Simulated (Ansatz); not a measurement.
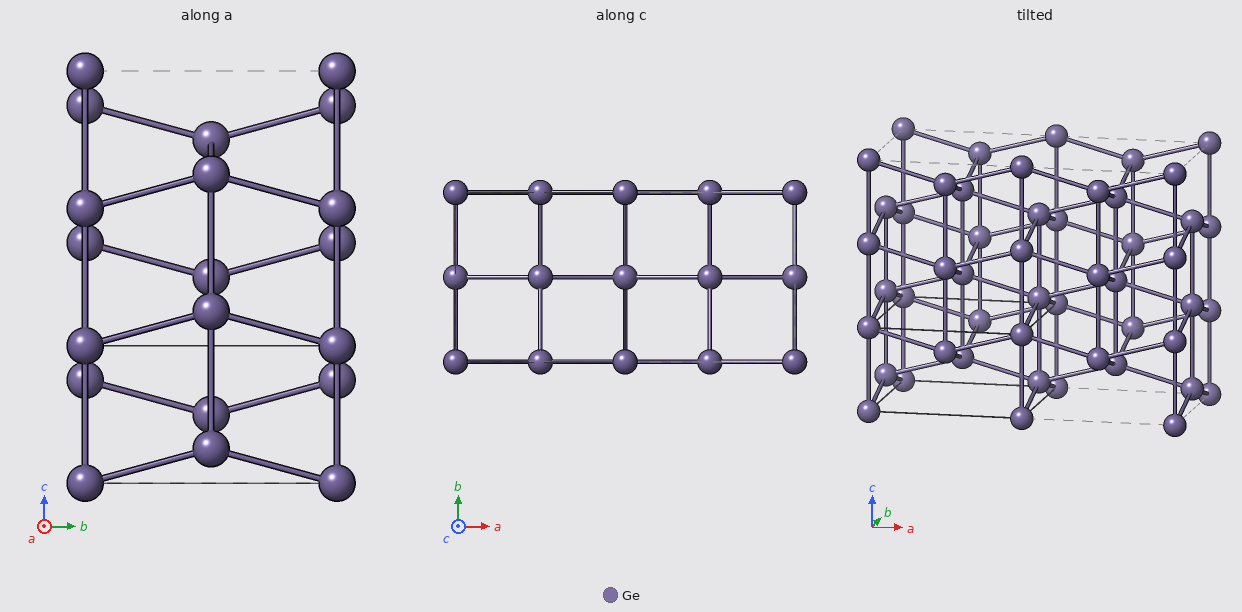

View along the a axis, along the c axis and slightly off an axis, drawn as a ball-and-stick model. 2×1×3 cells are drawn; the solid outline is the drawn cell (a repeat of the simulation cell). Cell: a = 4.717 Å, b = 4.714 Å, c = 2.570 Å, α = 90.00°, β = 90.00°, γ = 90.00°.

- The element is germanium.
- Within 0.01 Å the space group is I4_1/amd (No. 141), body-centred tetragonal: β-tin type.
- The cell holds four atoms.
- The neighbours of Ge are six Ge at about 2.4 to 2.6 Å.
- The bonds build a three-dimensional framework.

Starting structure: a structure listed in the Materials Project. The cell was then strained or its atoms displaced on purpose. It went into a calculation with Ansatz.

At this level of theory the run's own cell isn't at rest (compressed, at 35 GPa), so its distances can differ from those at equilibrium, the more so the softer the solid.
